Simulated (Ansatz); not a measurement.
# TiAl$_{3}$: a changed input and its effect

System: TiAl$_{3}$ (4 atoms in the cell).
Method of the first run: Kohn-Sham DFT of a periodic cell, LDA, Ansatz PAW, no spin polarisation (Ansatz 0.2.0).

The structure derives from a Materials Project entry. Text and figures count atoms from 1; the logs count them from 0 in places.

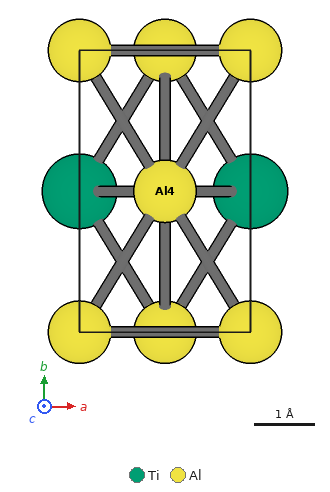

**Figure 1.** The input geometry (ball-and-stick view of the cell of the calculation, along the c axis; atoms are numbered from 1 in the order of the input). An atom can appear more than once, as a periodic image. Near neighbours in the periodic cell (some may lie outside the picture): Ti has 10 Al at 2.84 to 2.87 Å and 2 Ti at 2.86 Å; Al has 10 Al at 2.83 to 2.88 Å and 2 Ti at 2.86 Å; Al has 8 Al at 2.83 to 2.88 Å and 4 Ti at 2.84 to 2.87 Å.

### Input, the first run
```yaml
crystal:
  lattice:
    - [2.858483356, 0.0, 0.0]
    - [0.0, 4.7122666518, 0.0]
    - [0.0, 0.0, 4.9331981909]
  atoms:
    - { symbol: Ti, position: [0.0, 0.5, 0.165916] }
    - { symbol: Al, position: [0.0, 0.0, 0.8359] }
    - { symbol: Al, position: [0.5, 0.0, 0.330912] }
    - { symbol: Al, position: [0.5, 0.5, 0.667271] }
hamiltonian:
  xc: lda
  pseudopotentials: { kind: paw }
kpoints:
  mp_grid: { grid: [9, 6, 6] }
scf:
  occupations: { method: fermi_dirac, width: 0.05 }
output:
  forces: true
  stress: true
  eigenvalues: true
```

Command:
```bash
ansatz run input.yaml --threads 2 --pin off --max-ram 5632MiB --backend cpu --events-out ev --progress --plain --runs-dir out
```

Hardware: 2 threads of Arm Neoverse V2, 24 GiB of memory available, shared host.

### Output, shortened to warnings, some set-up lines, iterations and results (the first run)
```
Basis set: ecut = 420 eV, 1311 PW (Γ)
Symmetry: 4 space group operations
k-points: 80 of 324 (time reversal used)
Initial density: superposition of atomic densities (neutral atoms: chi_scale 0, normalization atom), corrected by the library's trained network
[...]
SCF iter   1: F=—  HF=-3989.849704 eV  |F-HF|=—  |Δ(HF+E_count)|=         —  Δρ=5.08e-3  dr2=3.19e-2  ethr=1.77e-3  ⟨swp⟩=6.1  Hψ=7267  notcnv=0
SCF iter   2: F=—  HF=-3989.845381 eV  |F-HF|=—  |Δ(HF+E_count)|=   4.32e-3  Δρ=3.00e-3  dr2=9.90e-3  ethr=1.52e-4  ⟨swp⟩=1.0  Hψ=1840  notcnv=0
SCF iter   3: F=—  HF=-3989.843146 eV  |F-HF|=—  |Δ(HF+E_count)|=   2.23e-3  Δρ=4.06e-4  dr2=1.56e-4  ethr=4.72e-5  ⟨swp⟩=2.4  Hψ=1616  notcnv=0
SCF iter   4: F=—  HF=-3989.843093 eV  |F-HF|=—  |Δ(HF+E_count)|=   5.30e-5  Δρ=9.62e-5  dr2=8.61e-6  ethr=7.42e-7  ⟨swp⟩=2.5  Hψ=1668  notcnv=0
SCF iter   5: F=—  HF=-3989.843089 eV  |F-HF|=—  |Δ(HF+E_count)|=   4.02e-6  Δρ=1.98e-5  dr2=2.22e-7  ethr=4.10e-8  ⟨swp⟩=2.4  Hψ=1695  notcnv=0
SCF iter   6: F=-3989.843089 eV  HF=-3989.843089 eV  |F-HF|=6.96e-9  |Δ(HF+E_count)|=   8.23e-8  Δρ=4.52e-6  dr2=9.04e-9  ethr=4.76e-10  ⟨swp⟩=5.0  Hψ=5081  notcnv=0
SCF 1 converged in 6 iterations: F = -3989.843089 eV  dr2 = 9.04e-9
SCF converged after 6 iterations
Free energy (F): -3989.843089 eV
Harris-Foulkes:  -3989.843089 eV  (|F-HF|=6.96e-9)
Internal energy: -3989.820621 eV  (E = F + TS)
E sigma→0 (E₀):  -3989.831855 eV
Entropy (-TS):   -0.022468 eV (-5.617 meV/atom)
Fermi energy:    8.876339 eV
--- Per-component energies (eV) ---
  E_band       = -163.950319
  E_kinetic    = 340.589429
  E_local      = -1306.676520  (includes V_loc(G=0)·N_el)
  E_nonlocal   = 45.553787
  E_hartree    = 574.986696
  E_xc         = -214.471722
  E_vxc        = -209.283511  (∫ρ·V_xc dr)
  E_paw        = -2329.168573  (= ΣΔE_a)
  E_vpaw       = -184.108187  (= ΣTr[D̂ρ^β])
  E_aug_tail   = 0.000086  (compensation charges beyond the density's cutoff)
  E_ewald      = -1101.126905
  E_core_change = 0.493100  (= ΣΔE_core)
  E_smearing   = -0.022468  (= −TS)
  E_closure    = -0.000000  (closes the sum)
  Σ components = -3989.843089   (vs F -3989.843089, Δ=0.00e0)
--- Forces (eV/Å), atoms counted from 1 ---
  atom   1  Ti     0.00000000     0.00000000    -0.06347612
  atom   2  Al     0.00000000     0.00000000     0.09382002
  atom   3  Al     0.00000000     0.00000000    -0.03641748
  atom   4  Al     0.00000000     0.00000000     0.00605013
  max |Σ_I F_I| component: 2.35e-5 eV/Å
--- Stress (GPa, compression-positive) ---
       -8.707740       0.000000       0.000000
        0.000000      -5.443820       0.000000
        0.000000       0.000000      -5.994462
  P = ⅓ Tr σ = -6.7153 GPa (-67.153 kbar)
```

The input of the second run differs as follows (lines with − go, lines with + come):
```diff
-  xc: lda
+  xc: r2scan
+  write_density: true
+  write_potential: true
+  elf: true
+  volumetric_format: npy
```

What does this change do to the results?

The total energies belong to different methods, so their difference says nothing on which is more stable or more accurate. The pressure goes from −6.72 to −4.03 GPa. The largest force goes from 0.094 to 0.033 eV/Å. The functional changes from LDA to r2SCAN. The SCF takes 7 iterations against 6. The default cutoff goes from 420 to 500 eV with the change. The plane waves at Γ go from 1311 to 1687. On the same kind of shared host the second run took about 3.5 times as long.

### Output, shortened to warnings, some set-up lines, iterations and results (the second run)
```
Basis set: ecut = 500 eV, 1687 PW (Γ), exchange–correlation on 96×144×144 points (64 copies of the dense FFT grid, shifted against one another)
Symmetry: 4 space group operations
k-points: 80 of 324 (time reversal used)
Initial density: superposition of atomic densities (neutral atoms: chi_scale 0, normalization atom), corrected by the library's trained network
[...]
SCF iter   1: F=—  HF=-4126.583670 eV  |F-HF|=—  |Δ(HF+E_count)|=         —  Δρ=1.02e-2  dr2=9.57e-2  dr2_τ=2.26e-2  ethr=1.77e-3  ⟨swp⟩=6.0  Hψ=7284  notcnv=0
SCF iter   2: F=—  HF=-4126.622077 eV  |F-HF|=—  |Δ(HF+E_count)|=   3.84e-2  Δρ=4.88e-3  dr2=2.69e-2  dr2_τ=2.47e-3  ethr=4.56e-4  ⟨swp⟩=2.7  Hψ=2960  notcnv=0
SCF iter   3: F=—  HF=-4126.619995 eV  |F-HF|=—  |Δ(HF+E_count)|=   2.08e-3  Δρ=2.48e-3  dr2=5.43e-3  dr2_τ=8.55e-5  ethr=1.28e-4  ⟨swp⟩=2.0  Hψ=1670  notcnv=0
SCF iter   4: F=—  HF=-4126.619232 eV  |F-HF|=—  |Δ(HF+E_count)|=   7.63e-4  Δρ=3.02e-4  dr2=7.47e-5  dr2_τ=4.92e-6  ethr=2.59e-5  ⟨swp⟩=2.5  Hψ=1680  notcnv=0
SCF iter   5: F=—  HF=-4126.619225 eV  |F-HF|=—  |Δ(HF+E_count)|=   7.67e-6  Δρ=8.53e-5  dr2=6.05e-6  dr2_τ=3.25e-7  ethr=3.56e-7  ⟨swp⟩=2.5  Hψ=2031  notcnv=0
SCF iter   6: F=—  HF=-4126.619224 eV  |F-HF|=—  |Δ(HF+E_count)|=   1.00e-6  Δρ=1.84e-5  dr2=2.98e-7  dr2_τ=1.41e-8  ethr=2.88e-8  ⟨swp⟩=2.4  Hψ=1654  notcnv=0
SCF iter   7: F=-4126.619224 eV  HF=-4126.619224 eV  |F-HF|=1.97e-8  |Δ(HF+E_count)|=   3.54e-8  Δρ=4.69e-6  dr2=2.40e-8  dr2_τ=9.17e-10  ethr=4.76e-10  ⟨swp⟩=8.5  Hψ=7361  …
SCF 1 converged in 7 iterations: F = -4126.619224 eV  dr2 = 2.40e-8
SCF converged after 7 iterations
Free energy (F): -4126.619224 eV
Harris-Foulkes:  -4126.619224 eV  (|F-HF|=1.97e-8)
Internal energy: -4126.598832 eV  (E = F + TS)
E sigma→0 (E₀):  -4126.609028 eV
Entropy (-TS):   -0.020392 eV (-5.098 meV/atom)
Fermi energy:    9.141413 eV
--- Per-component energies (eV) ---
  E_band       = -177.597036
  E_kinetic    = 341.294503
  E_local      = -1296.021181  (includes V_loc(G=0)·N_el)
  E_nonlocal   = 36.918867
  E_hartree    = 572.206034
  E_xc         = -202.974840
  E_vxc        = -226.044534  (∫ρ·V_xc dr)
  E_paw        = -2476.461619  (= ΣΔE_a)
  E_vpaw       = -190.891091  (= ΣTr[D̂ρ^β])
  E_aug_tail   = 0.000091  (compensation charges beyond the density's cutoff)
  E_vtau       = 12.740838  (kinetic-family band-sum trace: ∫τ·v_τ [+ j·A + Jᵃ·Aᵃ] dr)
  E_ewald      = -1101.126905
  E_core_change = -0.433781  (= ΣΔE_core)
  E_smearing   = -0.020392  (= −TS)
  E_closure    = 0.000000  (closes the sum)
  Σ components = -4126.619224   (vs F -4126.619224, Δ=0.00e0)
--- Forces (eV/Å), atoms counted from 1 ---
  atom   1  Ti     0.00000000     0.00000000    -0.01967141
  atom   2  Al     0.00000000     0.00000000     0.01463194
  atom   3  Al     0.00000000     0.00000000     0.03251366
  atom   4  Al     0.00000000     0.00000000    -0.02750566
  max |Σ_I F_I| component: 3.15e-5 eV/Å
--- Stress (GPa, compression-positive) ---
       -6.334401       0.000000       0.000000
        0.000000      -2.836800       0.000000
        0.000000       0.000000      -2.925759
  P = ⅓ Tr σ = -4.0323 GPa (-40.323 kbar)
```

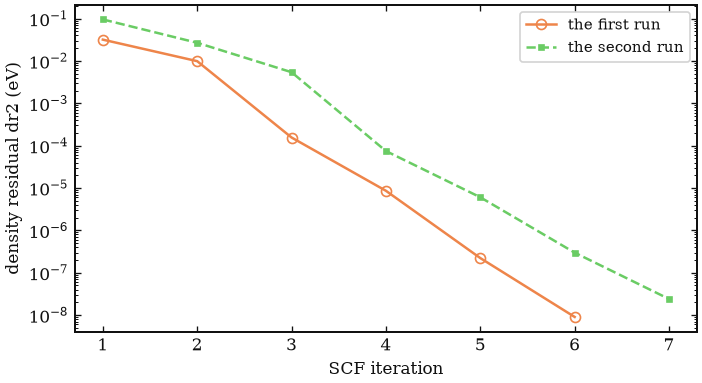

**Figure 2.** Convergence of the two runs: density residual dr2 against the SCF iteration. The first run takes 6 iterations in all, and the second run takes 7.

### The two runs side by side

| quantity | the first run | the second run |
| --- | --- | --- |
| outcome | converged | converged |
| free energy per atom (eV) | −997.4608 | −1031.6548 |
| energy per atom, smearing taken to zero (eV) | −997.4580 | −1031.6523 |
| gap on the mesh (eV) | 0.00 | 0.00 |
| pressure (GPa) | −6.72 | −4.03 |
| largest force (eV/Å) | 0.094 | 0.033 |
| SCF iterations | 6 | 7 |
| irreducible k-points | 80 | 80 |
| plane waves at Γ | 1311 | 1687 |
| wall time (shared host) | 2.8 s | 10 s |

For the first run: The cell is under a tension of 6.7 GPa at this level, so it is not at its equilibrium volume.
